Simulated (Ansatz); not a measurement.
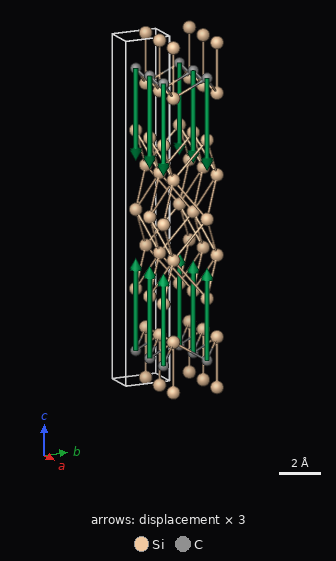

A relaxation of solid Si$_{4}$C (a generated structure, set up in P-6m2). The starting structure is drawn; green arrows show the displacements (the part carried along by the change of the cell is left out), magnified 3 times.

Style: ball-and-stick. Shown: the cell of the calculation, repeated 3 × 2 × 1 with one cell outlined, slightly off an axis.

These are results of Ansatz, DFT PBE, scalar-relativistic, plane waves, PAW, not measurements. Set-up: plane-wave cutoff 420 eV; k-point mesh 12 × 12 × 4; occupations gaussian; smearing width 0.1 eV; no spin polarisation; cell and atoms relaxed; force threshold 0.01 eV/Å; at most 80 steps.

Q: What did the optimiser do to the structure, and how much energy did it gain?

A: The largest moves relative to the cell, 1.49 Å, are those of C atoms. By element the largest moves are C 1.49 Å, Si 0.51 Å. The volume changes by +11.9 %, with a = b 2.938 → 3.195 Å (+8.7 %), c 17.034 → 16.113 Å (−5.4 %). Among the contacts that change: C–Si 2.292 → 3.481 Å, C–Si 3.059 → 1.913 Å, Si–Si 2.705 → 3.113 Å, Si–Si 2.572 → 2.377 Å. New bonds form: C–Si (3.06 → 1.91 Å). Bond angles that change, for instance: Si–Si–C 60.7° → 107.9°, Si–Si–Si 98.2° → 81.6°, Si–Si–Si 69.7° → 84.4°. The space group stays P-6m2 (No. 187). The energy falls by 3.073 eV per cell of the calculation in 23 accepted moves (26 points after the start). The largest force component goes from 0.15 to 0.00075 eV/Å. Pressure: 0.29 GPa at the start and 0.00 GPa at the end. The line search rejected the trial step at point 16 of the run. The SCF was repeated twice at an unchanged geometry on a basis and grid sized afresh for the cell, which shifted the energy by 30.9 meV per cell of the calculation at most. Cost: 6.7 min on 1 thread of Intel(R) Xeon(R) Platinum 8488C (Sapphire Rapids), with other jobs on the host, peak memory 0.54 GiB.
